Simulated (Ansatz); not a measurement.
HC₂₄ (slab)

Input

```
crystal:
  lattice:
    - [4.9299480888, 0.0, 0.0]
    - [-2.4649740444, 4.2694602842, 0.0]
    - [0.0, 0.0, 25.7441730096]
  atoms:
    - { symbol: C, position: [0.0, 0.0, 0.3301718023] }
    - { symbol: C, position: [0.0, 0.5, 0.3301718023] }
    - { symbol: C, position: [0.5, 0.0, 0.3301718023] }
    - { symbol: C, position: [0.5, 0.5, 0.3301718023] }
    - { symbol: C, position: [0.1666666667, 0.3333333333, 0.3301718023] }
    - { symbol: C, position: [0.1666666667, 0.8333333333, 0.3301718023] }
    - { symbol: C, position: [0.6666666667, 0.3333333333, 0.3301718023] }
    - { symbol: C, position: [0.6666666667, 0.8333333333, 0.3301718023] }
    - { symbol: C, position: [0.0, 0.0, 0.4611562586] }
    - { symbol: C, position: [0.0, 0.5, 0.4611562586] }
    - { symbol: C, position: [0.5, 0.0, 0.4611562586] }
    - { symbol: C, position: [0.5, 0.5, 0.4611562586] }
    - { symbol: C, position: [0.3333333333, 0.1666666667, 0.4611562586] }
    - { symbol: C, position: [0.3333333333, 0.6666666667, 0.4611562586] }
    - { symbol: C, position: [0.8333333333, 0.1666666667, 0.4611562586] }
    - { symbol: C, position: [0.8333333333, 0.6666666667, 0.4611562586] }
    - { symbol: C, position: [0.0, 0.0, 0.5921407148] }
    - { symbol: C, position: [0.0, 0.5, 0.5921407148] }
    - { symbol: C, position: [0.5, 0.0, 0.5921407148] }
    - { symbol: C, position: [0.5, 0.5, 0.5921407148] }
    - { symbol: C, position: [0.1666666667, 0.3333333333, 0.5921407148] }
    - { symbol: C, position: [0.1666666667, 0.8333333333, 0.5921407148] }
    - { symbol: C, position: [0.6666666667, 0.3333333333, 0.5921407148] }
    - { symbol: C, position: [0.6666666667, 0.8333333333, 0.5921407148] }
    - { symbol: H, position: [0.6666666667, 0.8333333333, 0.6340919556] }
basis:
  ecutwfc: 420
kpoints:
  mp_grid: { grid: [6, 6, 1] }
hamiltonian:
  xc: pbe
  dispersion: d3bj
scf:
  occupations: { method: gaussian, width: 0.1 }
output:
  forces: true
  eigenvalues: true
  write_density: true
  write_potential: true
  elf: true
  volumetric_format: npy
relax:
  adjacent_minimum: "off"
  f_tol: 0.03
  max_steps: 70
  constraints: [{ sites: [0, 1, 2, 3, 4, 5, 6, 7] }]
efield:
  axis: 3
  dipole_correction: true
```

Command:

```sh
ansatz run input.yaml --threads 2 --pin off --max-ram 5120MiB --backend cpu --events-out ev --progress --plain --runs-dir out
```

The fields are those of the relaxed geometry.

Computed without spin polarisation.

The calculation used DFT PBE+D3(BJ), scalar-relativistic, plane waves, PAW (Ansatz 0.2.0).

The density is the valence pseudo-density of a PAW calculation; it isn't the true density close to the nuclei.

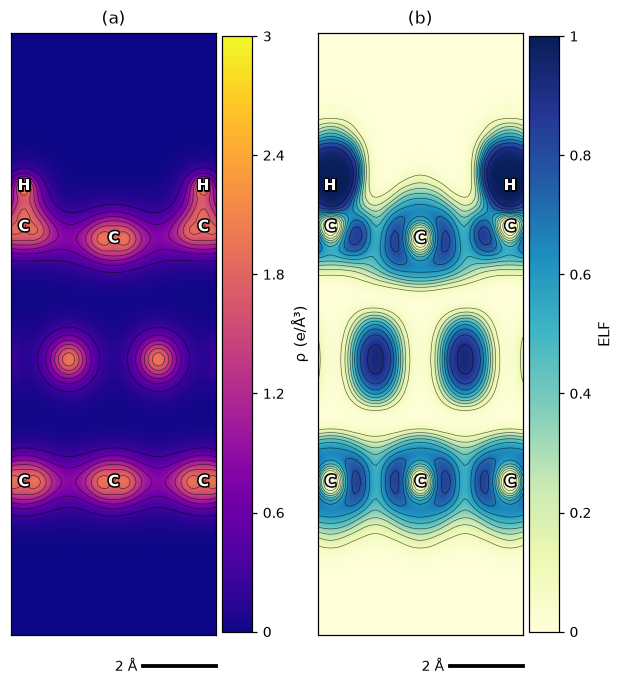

Figure 1. (a) valence pseudo-density; (b) ELF on the (11̄0) plane of the calculation cell, a cut from vacuum to vacuum.

Q: Describe what can be read from this map.

A: The plane passes through C and H nuclei.
Atoms just off the plane (C, 0.7 Å away) can leave unmarked features too.
C–H (1.13 Å): ρ is about 1.8 e/Å³ halfway; the ELF climbs to about 1 towards the hydrogen, as it does in any bond to H: a covalent bond by its length.
The density dies away to nearly zero in the vacuum.

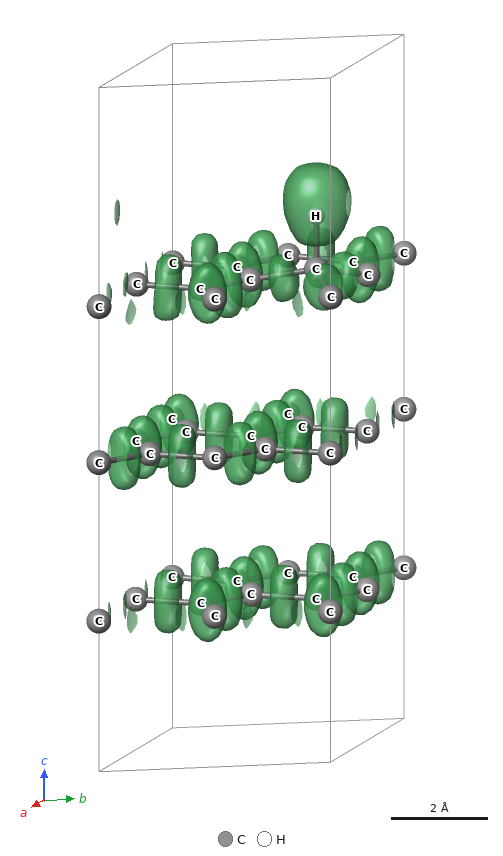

Figure 2. Isosurface of the electron localisation function at 0.8 (green), seen slightly off an axis. Core shells and regions of very low density are left out. Sticks mark near contacts.

Q: Describe the localisation domains.

A: At this value the surface marks out 36 regions between bonded C–C atoms and one region around a hydrogen nucleus, counted in one cell of 25 atoms. Counts are for one cell; the picture repeats the cell along the surface. Profiles from the grid: C–C (1.41 Å): the ELF peaks at about 0.95 between the atoms.

Q: Metal or insulator at this level of theory?

A: It is metallic or semimetallic at this level of theory: no gap opens.
